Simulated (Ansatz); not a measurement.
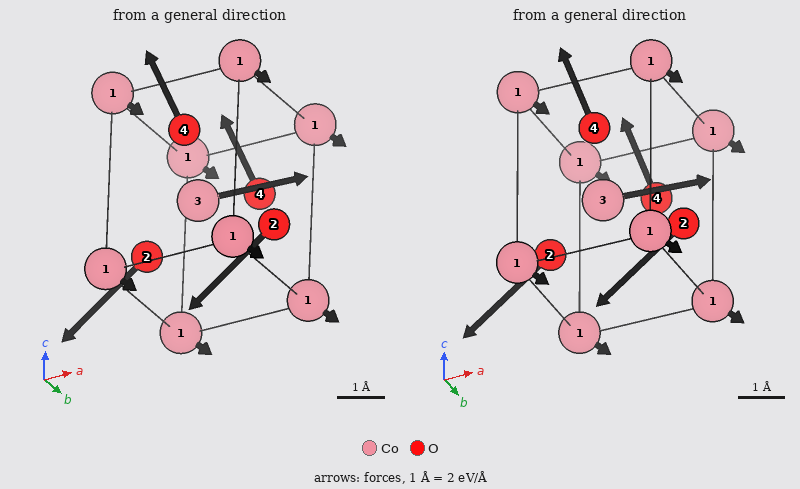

The image is a spheres-only drawing of a crystal, viewed from two general directions. The frame is the cell (the run's own, in a reduced setting); atoms at its boundary are shown with their periodic copies. The arrows are the computed forces on the atoms.

System: CoO. Results below were computed with DFT PBE, scalar-relativistic, plane waves, PAW in Ansatz; the settings were E_cut = 420 eV, k-points about 0.33 Å⁻¹ apart, Gaussian smearing of 0.05 eV, collinear spins.

Would an optimiser stop at this geometry?

No. The atoms still feel forces of up to about 4.6 eV/Å, far above a usual threshold of 0.01 to 0.03 eV/Å.

Mean force by element?

Mean magnitudes: about Co 2.5 eV/Å, O 3.9 eV/Å.

The initial geometry was a structure type filled with these elements by a generator (whether the compound takes this form wasn't checked). The cell was then strained or its atoms displaced on purpose. Ansatz was used for an electronic-structure calculation on it.
